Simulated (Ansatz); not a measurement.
# A defect in a wire: Al wire along [110], 3 atoms a period, Ti in place of one Al

Aim: how much does this defect scatter, and at which energies?

Method: DFT PBE, plane waves, PAW; relaxation of a wire's period, in the first sound run; inputs show where later runs differ, in Ansatz 0.2.0.

## (1) The starting structure

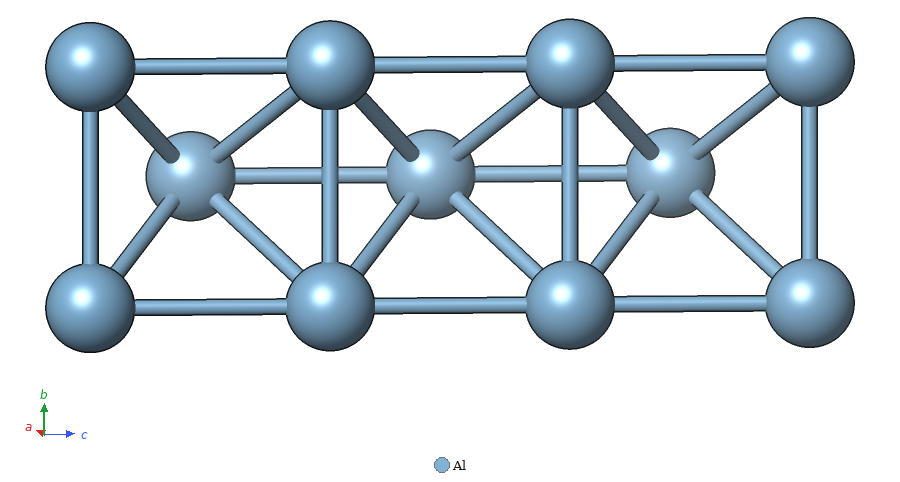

The cell as given, from the side, with the c axis across the page (aluminium light blue). 1×1×3 cells are drawn. Some periodic images of atoms are drawn too.

The cell holds 3 atoms: 3 Al. Cell: a = 8.820 Å, b = 9.657 Å, c = 2.857 Å, α = 90.0°, β = 90.0°, γ = 90.0°. Vacuum lies along a and b. The structure's axis is c.

## (2) The relaxed wire

Band widths follow the bond lengths, so the wire is relaxed first. The atoms and the third cell vector are free; the box across stays fixed as vacuum. A Fermi-Dirac smearing is set since the result may be a metal. The pressure printed is a third of the stress's trace over the whole box, vacuum included; only the stress along the axis is relaxed.

input.yaml

```yaml
crystal:
  lattice:
    - [8.82, 0.0, 0.0]
    - [0.0, 9.657, 0.0]
    - [0.0, 0.0, 2.856711396]
  atoms:
    - { symbol: Al, position: [0.385487528, 0.352076214, 0.0] }
    - { symbol: Al, position: [0.614512472, 0.499985057, 0.5] }
    - { symbol: Al, position: [0.385487528, 0.6478939, 0.0] }
kpoints:
  mp_grid: { grid: [1, 1, 29] }
scf:
  occupations: { method: fermi_dirac, width: 0.05 }
hamiltonian:
  xc: pbe
relax:
  cell: { fix: [a, b, alpha, beta, gamma] }
  max_steps: 60
```

Launch:

```bash
> ansatz run input.yaml --threads 4 --pin off --max-ram 16384MiB --backend cpu --events-out ev --progress --plain --runs-dir out
```

Numbers of over 12 decimals in the logs are rounded to 6 here.

Output:

```text
Engine: ansatz 0.2.0, aarch64-unknown-linux-gnu
Pseudopotentials: kind: paw
Pseudopotential: Al, paw, valence charge 3, recommended cutoff 420 eV (normal), Al.paw.azcp
Functional definition: PBE
  parameter kappa = 0.804
  parameter beta = 0.066725
  exchange = pbe_x(kappa = kappa, mu = beta*pi^2/3)
  correlation = pbe_c(beta = beta)
Crystal: 3 atoms, lattice volume = 243.320 Å³
Basis set: ecut = 420 eV, 4741 PW (Γ), exchange–correlation on 120×144×40 points (8 copies of the dense FFT grid, shifted against one another)
Bands: 9, of which v1, the nominal top of the filled ones, is band 5 counted from 1 (4 counted from 0)
Symmetry: 4 space group operations
Space group: Pmm2 (ITA 25), of the structure as read, at distance tolerance 6.2e-5 Å
k-points: 15 of 29
Non-local potential: Al, projectors of the file, l = 0: 2, l = 1: 2, l = 2: 1
PAW form: soft (Blöchl's): semilocal exchange-correlation on the pseudo side does not see the compensation charge
PAW one-centre angular grid: Al, 110 points (default); XC on 64 Gauss nodes
Initial density: superposition of atomic densities (neutral atoms: chi_scale 0, normalization atom), corrected by the library's trained network
Initial wavefunctions: pseudopotential atomic-orbital guess
Functional: x = pbe(κ = 0.804, μ = 0.219515), c = pbe(β = 0.066725)
SCF iter   1: F=—  HF=-1609.348188 eV  |F-HF|=—  |Δ(HF+E_count)|=         —  Δρ=1.71e-3  dr2=2.24e-2  ethr=1.77e-3  ⟨swp⟩=8.1  Hψ=1324  notcnv=0
preconditioner: auto → LDOS  [metal: Δε(μ)=0.088 eV  Ē_g=5.340 eV  σ=0.050 eV  W_gap=0.37  n_scr=20 (ndim 8)  ℏωp=7.1 eV  f_vac=0.396  D(μ)=2.73/eV (n_scr^D=12)  β→1.0]
SCF iter   2: F=—  HF=-1609.347379 eV  |F-HF|=—  |Δ(HF+E_count)|=   8.10e-4  Δρ=8.05e-4  dr2=3.27e-3  ethr=2.49e-4  ⟨swp⟩=2.7  Hψ=359  notcnv=0
SCF iter   3: F=—  HF=-1609.347925 eV  |F-HF|=—  |Δ(HF+E_count)|=   5.46e-4  Δρ=2.21e-4  dr2=3.41e-4  ethr=3.63e-5  ⟨swp⟩=2.1  Hψ=246  notcnv=0
SCF iter   4: F=—  HF=-1609.348015 eV  |F-HF|=—  |Δ(HF+E_count)|=   9.01e-5  Δρ=6.50e-5  dr2=3.46e-5  ethr=3.79e-6  ⟨swp⟩=2.8  Hψ=210  notcnv=0
SCF iter   5: F=—  HF=-1609.348135 eV  |F-HF|=—  |Δ(HF+E_count)|=   1.20e-4  Δρ=1.66e-5  dr2=2.56e-6  ethr=3.84e-7  ⟨swp⟩=2.3  Hψ=199  notcnv=0
SCF iter   6: F=—  HF=-1609.348135 eV  |F-HF|=—  |Δ(HF+E_count)|=   3.74e-7  Δρ=4.32e-6  dr2=1.08e-7  ethr=2.84e-8  ⟨swp⟩=2.6  Hψ=197  notcnv=0
SCF iter   7: F=-1609.348135 eV  HF=-1609.348135 eV  |F-HF|=3.25e-9  |Δ(HF+E_count)|=   1.06e-7  Δρ=9.77e-7  dr2=5.51e-9  ethr=1.11e-9  ⟨swp⟩=5.0  Hψ=451  notcnv=0
SCF 1 converged in 7 iterations: F = -1609.348135 eV  dr2 = 5.51e-9
  greatest PAW one-centre occupation: 0.501 electrons in one spin orbital (limit 2), on the Al atom at site 2 (counted from 0), in its partial waves of l = 0
relax step   1: F+E_penalty+E_count = -1609.34813512 eV  Δ(F+E_penalty+E_count) = +0.000e0 eV  max|allowed force component| = 1.254e-1 eV/Å  Δτ_max = 0.0000 Å  P = -1.514 GPa  Ω = 243.320 Å³  fix = [a, b, alpha, beta, gamma]  reactions: a -0.223, b -0.353 GPa  (7 SCF iters, dr2 threshold 1.00e-7 eV, accepted)
Crystal: 3 atoms, lattice volume = 231.448 Å³
Basis set: ecut = 420 eV, 4569 PW (Γ), exchange–correlation on 120×144×40 points (8 copies of the dense FFT grid, shifted against one another)
Initial density: handed on by an earlier stage of this run
Initial wavefunctions: those handed on with the density
iter 1 solved again at ethr=4.97e-4 eV; its pass at ethr=3.10e-3 eV (dr2=4.47e-2 eV) is discarded
SCF iter   1: F=—  HF=-1609.638301 eV  |F-HF|=—  |Δ(HF+E_count)|=         —  Δρ=2.56e-3  dr2=4.54e-2  ethr=4.97e-4  ⟨swp⟩=1.0  Hψ=1341  notcnv=0
preconditioner: auto → LDOS  [metal: Δε(μ)=0.128 eV  Ē_g=5.609 eV  σ=0.050 eV  W_gap=0.50  n_scr=20 (ndim 8)  ℏωp=7.3 eV  f_vac=0.399  D(μ)=2.34/eV (n_scr^D=10)  β→1.0]
SCF iter   2: F=—  HF=-1609.625743 eV  |F-HF|=—  |Δ(HF+E_count)|=   1.26e-2  Δρ=1.23e-3  dr2=9.27e-3  ethr=4.97e-4  ⟨swp⟩=2.1  Hψ=241  notcnv=0
SCF iter   3: F=—  HF=-1609.625844 eV  |F-HF|=—  |Δ(HF+E_count)|=   1.01e-4  Δρ=3.84e-4  dr2=1.20e-3  ethr=1.03e-4  ⟨swp⟩=2.5  Hψ=263  notcnv=0
SCF iter   4: F=—  HF=-1609.625797 eV  |F-HF|=—  |Δ(HF+E_count)|=   4.69e-5  Δρ=1.25e-4  dr2=1.11e-4  ethr=1.34e-5  ⟨swp⟩=2.2  Hψ=186  notcnv=0
SCF iter   5: F=—  HF=-1609.625896 eV  |F-HF|=—  |Δ(HF+E_count)|=   9.94e-5  Δρ=3.29e-5  dr2=7.43e-6  ethr=1.23e-6  ⟨swp⟩=2.0  Hψ=199  notcnv=0
SCF iter   6: F=—  HF=-1609.625896 eV  |F-HF|=—  |Δ(HF+E_count)|=   2.63e-7  Δρ=8.90e-6  dr2=4.77e-7  ethr=8.26e-8  ⟨swp⟩=2.5  Hψ=188  notcnv=0
SCF iter   7: F=-1609.625897 eV  HF=-1609.625897 eV  |F-HF|=1.84e-10  |Δ(HF+E_count)|=   1.23e-7  Δρ=1.54e-6  dr2=1.26e-8  ethr=3.33e-9  ⟨swp⟩=4.8  Hψ=462  notcnv=0
SCF 2 converged in 7 iterations: F = -1609.625897 eV  dr2 = 1.26e-8
  greatest PAW one-centre occupation: 0.482 electrons in one spin orbital (limit 2), on the Al atom at site 1 (counted from 0), in its partial waves of l = 0
relax step   2: F+E_penalty+E_count = -1609.62589652 eV  Δ(F+E_penalty+E_count) = -2.778e-1 eV  max|allowed force component| = 1.313e-1 eV/Å  Δτ_max = 0.0083 Å  P = -1.240 GPa  Ω = 231.448 Å³  energy of the carried Pulay correction = +8.022e-4 eV  fix = [a, b, alpha, beta, gamma]  reactions: a -0.002, b -0.464 GPa  (7 SCF iters, dr2 threshold 3.00e-7 eV, accepted)
Crystal: 3 atoms, lattice volume = 219.607 Å³
Basis set: ecut = 420 eV, 4341 PW (Γ), exchange–correlation on 120×144×40 points (8 copies of the dense FFT grid, shifted against one another)
iter 1 solved again at ethr=4.72e-4 eV; its pass at ethr=3.10e-3 eV (dr2=4.24e-2 eV) is discarded
SCF iter   1: F=—  HF=-1609.839477 eV  |F-HF|=—  |Δ(HF+E_count)|=         —  Δρ=2.95e-3  dr2=4.57e-2  ethr=4.72e-4  ⟨swp⟩=1.1  Hψ=1380  notcnv=0
preconditioner: auto → LDOS  [insulator: Δε(μ)=0.120 eV  Ē_g=5.866 eV  σ=0.050 eV  W_gap=0.52  n_scr=20 (ndim 8)  ℏωp=7.5 eV  f_vac=0.400  D(μ)=1.57/eV (n_scr^D=8)  ε∞_Penn≈2.6  β→1.0]
SCF iter   2: F=—  HF=-1609.825322 eV  |F-HF|=—  |Δ(HF+E_count)|=   1.42e-2  Δρ=9.92e-4  dr2=3.60e-3  ethr=4.72e-4  ⟨swp⟩=2.5  Hψ=254  notcnv=0
SCF iter   3: F=—  HF=-1609.826363 eV  |F-HF|=—  |Δ(HF+E_count)|=   1.04e-3  Δρ=2.46e-4  dr2=3.21e-4  ethr=4.00e-5  ⟨swp⟩=2.3  Hψ=258  notcnv=0
SCF iter   4: F=—  HF=-1609.826448 eV  |F-HF|=—  |Δ(HF+E_count)|=   8.50e-5  Δρ=9.09e-5  dr2=3.35e-5  ethr=3.56e-6  ⟨swp⟩=2.3  Hψ=196  notcnv=0
SCF iter   5: F=—  HF=-1609.826414 eV  |F-HF|=—  |Δ(HF+E_count)|=   3.38e-5  Δρ=1.65e-5  dr2=1.04e-6  ethr=3.72e-7  ⟨swp⟩=2.6  Hψ=206  notcnv=0
SCF iter   6: F=-1609.826415 eV  HF=-1609.826415 eV  |F-HF|=3.72e-8  |Δ(HF+E_count)|=   9.93e-7  Δρ=4.38e-6  dr2=6.49e-8  ethr=3.33e-9  ⟨swp⟩=5.1  Hψ=479  notcnv=0
SCF 3 converged in 6 iterations: F = -1609.826415 eV  dr2 = 6.49e-8
  greatest PAW one-centre occupation: 0.483 electrons in one spin orbital (limit 2), on the Al atom at site 2 (counted from 0), in its partial waves of l = 0
relax step   3: F+E_penalty+E_count = -1609.82641486 eV  Δ(F+E_penalty+E_count) = -2.005e-1 eV  max|allowed force component| = 2.022e-1 eV/Å  Δτ_max = 0.0837 Å  P = -0.401 GPa  Ω = 219.607 Å³  energy of the carried Pulay correction = +1.643e-3 eV  fix = [a, b, alpha, beta, gamma]  reactions: a -0.188, b +0.218 GPa  (6 SCF iters, dr2 threshold 3.00e-7 eV, accepted)
[...]
relax step   4: F+E_penalty+E_count = -1609.76412849 eV  Δ(F+E_penalty+E_count) = +6.229e-2 eV  max|allowed force component| = 4.941e-1 eV/Å  Δτ_max = 0.1863 Å  P = -0.528 GPa  Ω = 207.779 Å³  energy of the carried Pulay correction = +2.528e-3 eV  fix = [a, b, alpha, beta, gamma]  (6 SCF iters, dr2 threshold 3.00e-7 eV, rejected (line search))
[...]
relax step   5: F+E_penalty+E_count = -1609.86455735 eV  Δ(F+E_penalty+E_count) = -3.814e-2 eV  max|allowed force component| = 1.840e-1 eV/Å  Δτ_max = 0.0322 Å  P = -0.054 GPa  Ω = 213.693 Å³  energy of the carried Pulay correction = +2.080e-3 eV  fix = [a, b, alpha, beta, gamma]  reactions: a -0.115, b +0.187 GPa  (9 SCF iters, accepted)
[...]
relax step   6: F+E_penalty+E_count = -1609.85671220 eV  Δ(F+E_penalty+E_count) = +7.845e-3 eV  max|allowed force component| = 1.563e-1 eV/Å  Δτ_max = 0.0726 Å  P = -0.094 GPa  Ω = 210.655 Å³  energy of the carried Pulay correction = +2.309e-3 eV  fix = [a, b, alpha, beta, gamma]  (6 SCF iters, dr2 threshold 3.00e-7 eV, rejected (line search))
[...]
relax step   7: F+E_penalty+E_count = -1609.87026796 eV  Δ(F+E_penalty+E_count) = -5.711e-3 eV  max|allowed force component| = 4.855e-2 eV/Å  Δτ_max = 0.0363 Å  P = -0.058 GPa  Ω = 212.224 Å³  energy of the carried Pulay correction = +2.190e-3 eV  fix = [a, b, alpha, beta, gamma]  reactions: a -0.280, b -0.251 GPa  (8 SCF iters, accepted)
[...]
relax step   8: F+E_penalty+E_count = -1609.87096067 eV  Δ(F+E_penalty+E_count) = -6.927e-4 eV  max|allowed force component| = 1.835e-2 eV/Å  Δτ_max = 0.0146 Å  P = -0.206 GPa  Ω = 213.518 Å³  energy of the carried Pulay correction = +2.093e-3 eV  fix = [a, b, alpha, beta, gamma]  reactions: a -0.167, b -0.254 GPa  (4 SCF iters, dr2 threshold 3.00e-7 eV, accepted)
[...]
relax step   9: F+E_penalty+E_count = -1609.87144396 eV  Δ(F+E_penalty+E_count) = -4.833e-4 eV  max|allowed force component| = 9.667e-3 eV/Å  Δτ_max = 0.0055 Å  P = -0.136 GPa  Ω = 212.986 Å³  energy of the carried Pulay correction = +2.133e-3 eV  fix = [a, b, alpha, beta, gamma]  reactions: a -0.203, b -0.234 GPa  (4 SCF iters, dr2 threshold 9.75e-8 eV, accepted)
Basis set: ecut = 420 eV, 4185 PW (Γ), exchange–correlation on 120×144×36 points (8 copies of the dense FFT grid, shifted against one another)
Initial wavefunctions: pseudopotential atomic-orbital guess (no wavefunctions were taken with the density)
iter 1 solved again at ethr=1.59e-6 eV; its pass at ethr=3.10e-3 eV (dr2=1.43e-4 eV) is discarded
SCF iter   1: F=—  HF=-1609.870592 eV  |F-HF|=—  |Δ(HF+E_count)|=         —  Δρ=2.55e-5  dr2=1.60e-7  ethr=1.59e-6  ⟨swp⟩=2.8  Hψ=1703  notcnv=0
eigensolver tolerance schedule: the retry pair's looser diagonalisation over-reported the residual by 896.66 of it (diagonalisation noise at 0.86 of the residual, at the tolerance the schedule requests for it); recorded, not acted on — ethr = c·dr2/N_el stays at c = 1.0e-1
preconditioner: auto → LDOS  [insulator: Δε(μ)=0.144 eV  Ē_g=5.913 eV  σ=0.050 eV  W_gap=0.56  n_scr=20 (ndim 8)  ℏωp=7.6 eV  f_vac=0.404  D(μ)=1.32/eV (n_scr^D=8)  ε∞_Penn≈2.7  β→1.0]
SCF iter   2: F=—  HF=-1609.870667 eV  |F-HF|=—  |Δ(HF+E_count)|=   7.51e-5  Δρ=1.85e-6  dr2=1.13e-8  ethr=1.77e-9  ⟨swp⟩=3.3  Hψ=270  notcnv=0
SCF iter   3: F=—  HF=-1609.870667 eV  |F-HF|=—  |Δ(HF+E_count)|=   5.87e-9  Δρ=3.60e-7  dr2=7.50e-10  ethr=1.26e-10  ⟨swp⟩=2.5  Hψ=200  notcnv=0
SCF iter   4: F=—  HF=-1609.870667 eV  |F-HF|=—  |Δ(HF+E_count)|=  2.55e-11  Δρ=1.63e-7  dr2=6.60e-11  ethr=8.34e-12  ⟨swp⟩=2.6  Hψ=210  notcnv=0
SCF iter   5: F=-1609.870667 eV  HF=-1609.870667 eV  |F-HF|=2.27e-13  |Δ(HF+E_count)|=  5.82e-11  Δρ=3.50e-8  dr2=6.77e-12  ethr=1.00e-12  ⟨swp⟩=6.8  Hψ=568  notcnv=0
SCF 10 converged in 5 iterations: F = -1609.870667 eV  dr2 = 6.77e-12
relax step  10: F+E_penalty+E_count = -1609.87066668 eV  Δ(F+E_penalty+E_count) = +7.773e-4 eV  max|allowed force component| = 9.575e-3 eV/Å  Δτ_max = 0.0000 Å  P = -0.143 GPa  Ω = 212.986 Å³  fix = [a, b, alpha, beta, gamma]  reactions: a -0.207, b -0.238 GPa  stress off target by 1.76e-2 GPa on what of the cell is left free  SCF on the basis re-selected at this cell (its energy is not comparable with the rows above)  (5 SCF iters)
basis re-selected at this cell: Δ(F+E_penalty+E_count) = +7.773e-4 eV, ΔP = -0.006 GPa vs the last step (what re-selecting the basis moved, of the pressure what is left beyond the Pulay correction that the steps carried, after the strain that the cell walked since its last selection, with what the two solves' SCF thresholds leave and, on support functions, any second-order correction that the steps lacked; it is no measure of the basis error at this ecutwfc). The dense FFT grid was sized anew with the basis: this SCF ran on 60×72×18 points, the steps before it on 60×72×20, so part of this shift can come from that change (see relax.cell in the input reference). [rest of the remark cut]
SCF converged after 5 iterations
Free energy (F): -1609.870667 eV
Harris-Foulkes:  -1609.870667 eV  (|F-HF|=2.27e-13)
Internal energy: -1609.858936 eV  (E = F + TS)
E sigma→0 (E₀):  -1609.864801 eV
Entropy (-TS):   -0.011731 eV (-3.910 meV/atom)
Fermi energy:    -1.536569 eV
--- Per-component energies (eV) ---
  E_band       = -43.916917
  E_kinetic    = 60.420557
  E_local      = -329.762012  (includes V_loc(G=0)·N_el)
  E_nonlocal   = 32.902903
  E_hartree    = 141.552721
  E_xc         = -113.698439
  E_vxc        = -79.348431  (∫ρ·V_xc dr)
  E_paw        = -1402.247568  (= ΣΔE_a)
  E_vpaw       = -11.235327  (= ΣTr[D̂ρ^β])
  E_aug_tail   = -0.000006  (compensation charges beyond the density's cutoff)
  E_ewald      = 0.972907
  E_smearing   = -0.011731  (= −TS)
  E_closure    = 0.000000  (closes the sum)
  Σ components = -1609.870667   (vs F -1609.870667, Δ=0.00e0)
--- Forces (eV/Å), atoms counted from 1 ---
  atom   1  Al     0.00184473     0.00957531     0.00000000
  atom   2  Al    -0.00369073     0.00000000     0.00000000
  atom   3  Al     0.00184473    -0.00957531     0.00000000
  max |Σ_I F_I| component: 1.27e-6 eV/Å
--- Stress (GPa, compression-positive) ---
       -0.206988       0.000000       0.000000
        0.000000      -0.238292       0.000000
        0.000000       0.000000       0.017649
  P = ⅓ Tr σ = -0.1425 GPa (-1.425 kbar)
--- Relaxed structure (9 steps of the walk, 7 accepted, 1 SCFs on fresh bases) ---
  F+E_penalty+E_count = -1609.87066668 eV   max|allowed force component| = 9.575e-3 eV/Å   (the final SCF, on the basis selected at the relaxed cell)
  cell:  # Å, volume = 212.9857 Å³
    - [8.82, 0.0, 0.0]
    - [0.0, 9.657, 0.0]
    - [0.0, 0.0, 2.500573]
  atoms:
    - { symbol: Al, position: [0.380569, 0.352254, 0.0] }
    - { symbol: Al, position: [0.624350, 0.499985, 0.5] }
    - { symbol: Al, position: [0.380569, 0.647716, 0.0] }
```

Run time: 9.3 s. Hardware: 4 threads of Arm Neoverse V1, shared host; peak memory 0.41 GiB.

Step by step:

```csv
step,energy less that of the first step (eV),largest force component (eV/Å),pressure (GPa),volume (Å³)
1,0.0000,0.1254,-1.51,243.32
2,-0.2778,0.1313,-1.24,231.45
3,-0.4783,0.2022,-0.40,219.61
4,-0.4160,0.4941,-0.53,207.78
5,-0.5164,0.1840,-0.05,213.69
6,-0.5086,0.1563,-0.09,210.65
7,-0.5221,0.0486,-0.06,212.22
8,-0.5228,0.0183,-0.21,213.52
9,-0.5233,0.0097,-0.14,212.99
10*,-0.5225,0.0096,-0.14,212.99
```

Relaxation steps marked * repeat the geometry before them on a plane-wave basis chosen anew for their cell, so energy and pressure can jump there. Relaxation steps 4, 6 were tried and not accepted.

Forces are held to the 4 operations that the run works with; a distortion that breaks them can't arise in this run.

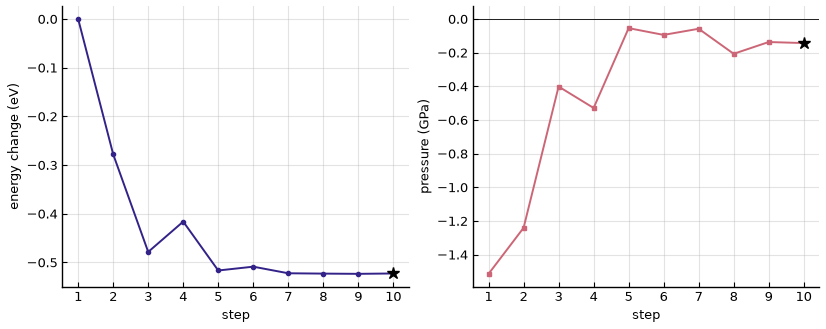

Energy and pressure along the relaxation. Stars mark steps on a basis chosen anew.

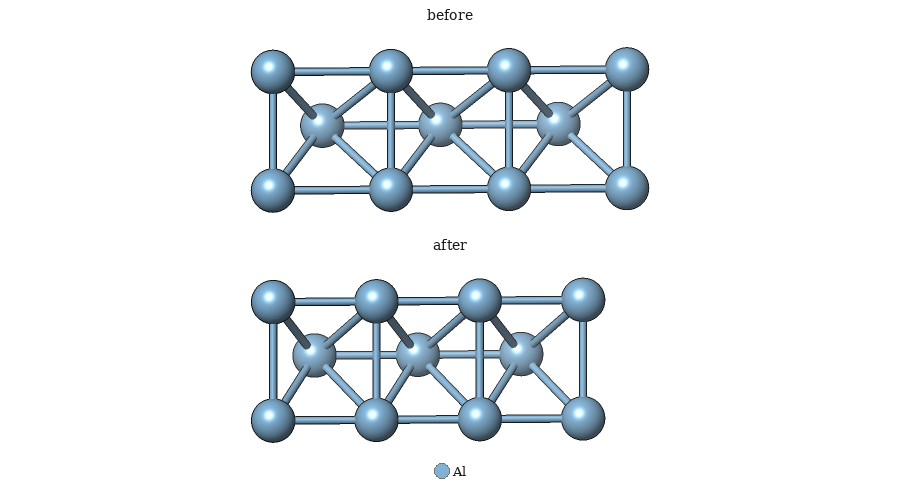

Before and after, at one scale.

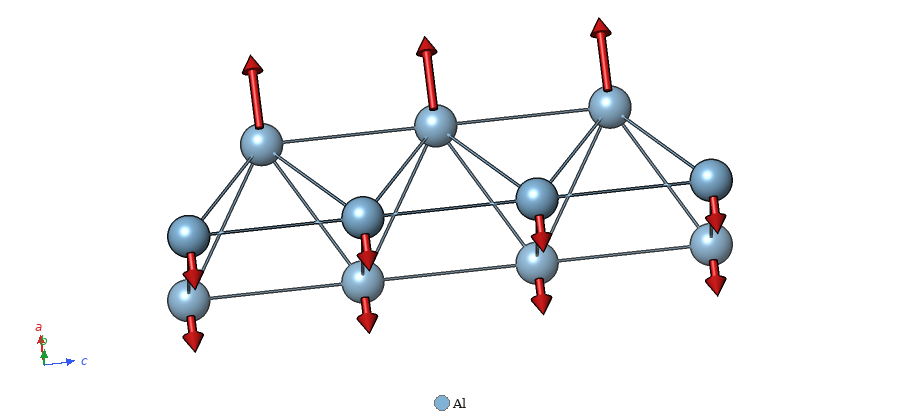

Displacements in the relaxation, exaggerated, measured against the changing cell; the longest in the cell stands for 0.09 Å. 1×1×3 cells are drawn. Some periodic images of atoms are drawn too.

```csv
cell as run,before,after,change
c (Å),2.857,2.501,-12.5 %
```

The atoms that moved most (Å, along periodic axes as changes of fractional coordinates times the final cell, across vacuum about the mean position):

```csv
atom,dx,dy,dz,length
Al2,0.087,0.000,0.000,0.087
Al1,-0.043,0.002,0.000,0.043
Al3,-0.043,-0.002,0.000,0.043
```

The relaxed structure:

```
Al
1.0
     8.82000    0.00000    0.00000
     0.00000    9.65700    0.00000
     0.00000    0.00000    2.50057
Al
3
Direct
  0.38057 0.35225 0.00000
  0.62435 0.49999 0.50000
  0.38057 0.64772 0.00000
```

Numbers from this step:

- energy at zero smearing: -1609.8648 eV
- cell length along the wire: 2.501 Å

The cell's length comes to 2.501 Å with spin left out. That is -12 % against the start, more than a small adjustment.

(Part 1 of 4 ends here.)

[Logs are printed without paths, hosts, clocks, repeated set-up lines and the standing remarks that a program may print on its own settings, such as how far it seeks lower states.]

[Hosts, paths, dates, database ids (printed as entryN), source tags and the programs' standing remarks are cut or masked in the printed files.]
